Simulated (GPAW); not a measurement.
## LiF (Fm-3m): refractive index against wavelength

The refractive index of LiF (Fm-3m) below the direct gap (9.06 eV on the mesh) is read from one computed spectrum, n = √(Re ε).

It takes space group Fm-3m (No. 225, cubic). The conventional cell has a = 4.028 Å, b = 4.028 Å, c = 4.028 Å, α = 90.00°, β = 90.00°, γ = 90.00°. Around F on site b lie 6 Li at 2.01 Å. Around Li on site a lie 6 F at 2.01 Å.

Method: GPAW 26.7.0, PBE, RPA, k-mesh 15×15×15, local fields up to 60 eV, Lorentzian half width 0.2 eV.

Launch of the response step: `OMP_NUM_THREADS=1 python df.py`. The run took 20 s, its band step included, on 1 thread of Arm Neoverse V1 (shared host).

```
wavelength (nm)  photon energy E (eV)       n
            532                 2.331  1.3977
            450                 2.755  1.4012
            405                 3.061  1.4042
            365                 3.397  1.4080
            308                 4.025  1.4164
            266                 4.661       ?
            248                 4.999  1.4339
```

In the single-oscillator model n² − 1 = E₀E_d/(E₀² − E²), so 1/(n² − 1) = E₀/E_d − E²/(E₀E_d) is linear in E².

Working, on the rows shown:

| x = E² (eV²) | y = 1/(n² − 1) |
| --- | --- |
| 5.43137 | 1.0487 |
| 7.59115 | 1.03803 |
| 9.37179 | 1.02904 |
| 11.5384 | 1.01785 |
| 16.2043 | 0.993849 |
| 24.9936 | 0.946908 |

Means: x̄ = 12.522, ȳ = 1.0124. Σ(x − x̄)(y − ȳ) = -1.327, Σ(x − x̄)² = 254.6. Slope = -1.327 / 254.6 = -0.005211; intercept = ȳ − slope · x̄ = 1.0776. Turned back into n, the line misses the rows shown by at most 0.00023.

Question: What does the fit predict for the withheld row, and how well does it do?

Answer: At x = 21.725 the line gives y = 0.96444, that is 1.4272. The run gave 1.4272, so the interpolation holds to the digits printed.

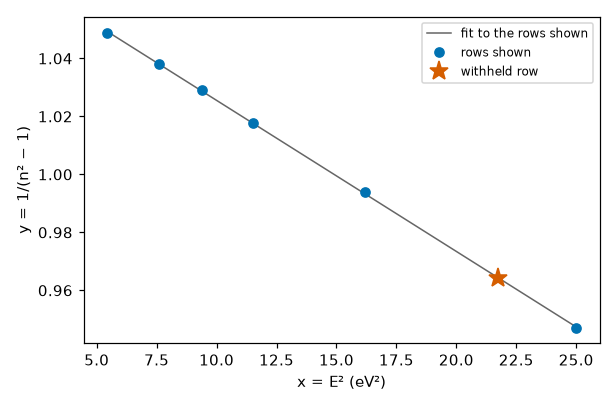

Refitted with all rows, the slope is -0.005212 and the intercept 1.0777. These give E₀ = √(intercept/−slope) = 14.38 eV and E_d = E₀/intercept = 13.3 eV; E₀ is 1.6 times the direct gap. The electronic limit at long wavelengths, without lattice vibrations, is n = √(1 + 1/intercept) = 1.389. Excitons are left out; PBE gaps are as a rule too small. The values come from a sum over the points of one k-mesh and carry its error, which grows as the direct gap shrinks. This version of GPAW has incomplete matrix elements in the optical limit, which can lower ε − 1 by up to a tenth where first-row anions or d states rule. The local-field cutoff holds few shells of reciprocal vectors for this small cell, so ε∞ can read a few per cent high.

[Logs are printed without paths, hosts, clocks, repeated set-up lines and the standing remarks that a program may print on its own settings, such as how far it seeks lower states.]
